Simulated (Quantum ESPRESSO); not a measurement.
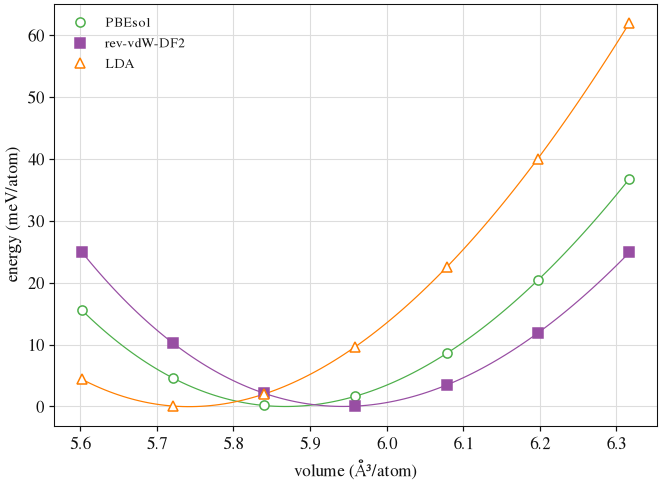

Computed with Quantum ESPRESSO 7.5: plane-wave DFT, no spin polarisation; energies at scaled volumes of the given cell, shape and fractions fixed, counted from the fit's minimum, third-order Birch-Murnaghan fit. All runs: no spin polarisation.

- k mesh: 13×13×13
- occupations: Fermi–Dirac
- smearing width: 0.05 eV
- wave cutoff: 1143 eV
- density cutoff: 4572 eV

Energy against volume, with one curve for each functional, for BN (space group F-43m).

Settings that differ: PBEsol: potentials PseudoDojo-0.4.1-SR-PBEsol-standard; rev-vdW-DF2: potentials PseudoDojo-0.4.1-SR-PBE-standard; LDA: potentials PseudoDojo-0.4.1-SR-LDA-standard.

The fitted equilibrium volumes, smallest first, are LDA 5.742, PBEsol 5.868, rev-vdW-DF2 5.943 Å³/atom. The fitted bulk moduli, smallest first, are rev-vdW-DF2 372.9, PBEsol 385.2, LDA 400.5 GPa.

Keep in mind: potentials made for another functional (rev-vdW-DF2).
